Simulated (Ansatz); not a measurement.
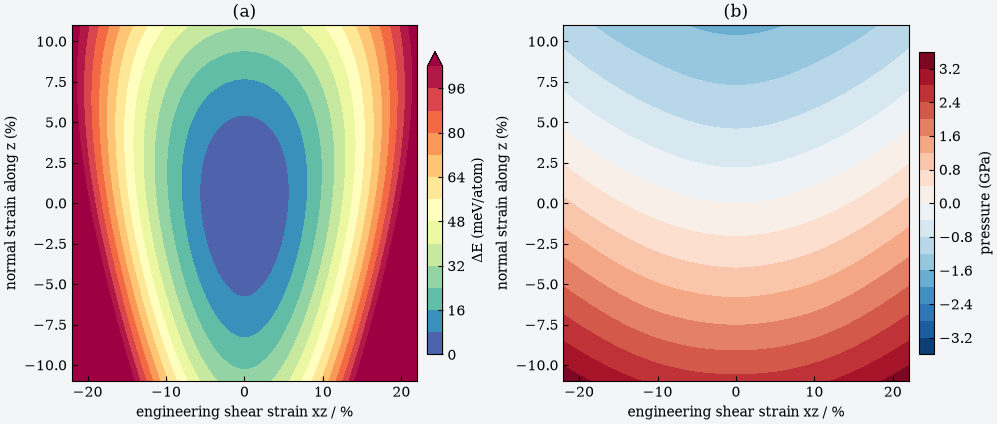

Yb (Fm-3m, No. 225; 1 atom in the cell). The energy is mapped over two homogeneous strains (x, y and z along the cube axes). Coordinates scanned: (1) engineering shear strain xz; (2) normal strain along z. Nothing is relaxed (symmetry fixes all fractional coordinates). Grid: 9 × 9 points; 45 points were computed and 36 follow by symmetry. Points are written as (first, second). All energies are given in meV/atom relative to the lowest grid point. All numbers below come from Ansatz 0.2.0, DFT PBE, scalar-relativistic, plane waves, PAW. Settings: cutoff 420 eV, k-mesh 14×14×14, gaussian smearing 0.15 eV, no spin polarisation.

Panel (a) is the energy and panel (b) the computed pressure on the same grid.

In the figure: filled contours, one colour for all values above the top of the scale. Between grid points the surface is interpolated.

**How does the pressure vary over the map, and what is it at the lowest grid point?**

It runs from −1.68 GPa at (0.0 %, 11.00 %) to 3.47 GPa at (−22.0 %, −11.00 %). At the lowest grid point, (0.0 %, 0.00 %), it is 0.00 GPa.
